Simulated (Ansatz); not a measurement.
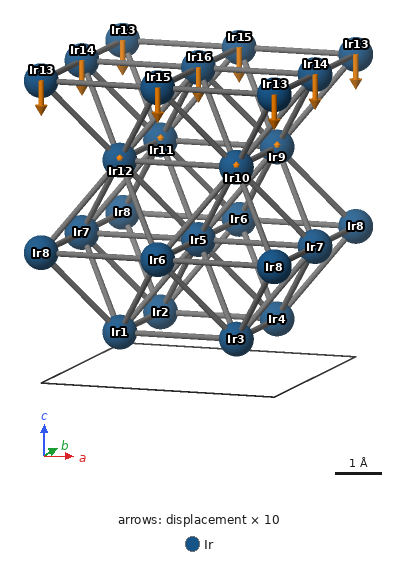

A constrained relaxation of a slab of composition Ir (cut from the Fm-3m phase). The starting structure is drawn; orange arrows show the displacements, 10 times their true length.

The picture is a ball-and-stick view of the cell of the calculation, outlined in the plane, without the vacuum, seen slightly off an axis.

Case: clean slab, lower planes held. The slab is the (1 0 0) face of Ir. 8 atoms are held fixed.

Level of theory: Ansatz, DFT PBE, scalar-relativistic, plane waves, PAW. (plane-wave cutoff 420 eV; k-point mesh 4 × 4 × 1; occupations gaussian; smearing width 0.1 eV; no spin polarisation; dipole correction; atoms relaxed in a fixed cell; force threshold 0.03 eV/Å; at most 70 steps)

What did the optimiser do to the structure, and how much energy did it gain?

Answer. Over 2 accepted moves (4 points after the start) the energy falls by 0.167 eV per cell of the calculation. Largest force component: 0.86 eV/Å at the start, 0.0048 eV/Å at the end. The line search rejected the trial step at point 1 of the run. 1 step only repeated the SCF at the same geometry. The largest moves, 0.080 Å, are those of Ir13, Ir14, Ir15 and Ir16. Ir13 goes along the normal (−c). The cell stays as it was. Among the contacts that change: Ir10–Ir13 2.737 → 2.672 Å, Ir5–Ir10 2.737 → 2.746 Å. Cost: 33 s on 4 threads of AMD EPYC 9R45 96-Core Processor (Zen 5), with other jobs on the host, peak memory 2.1 GiB.
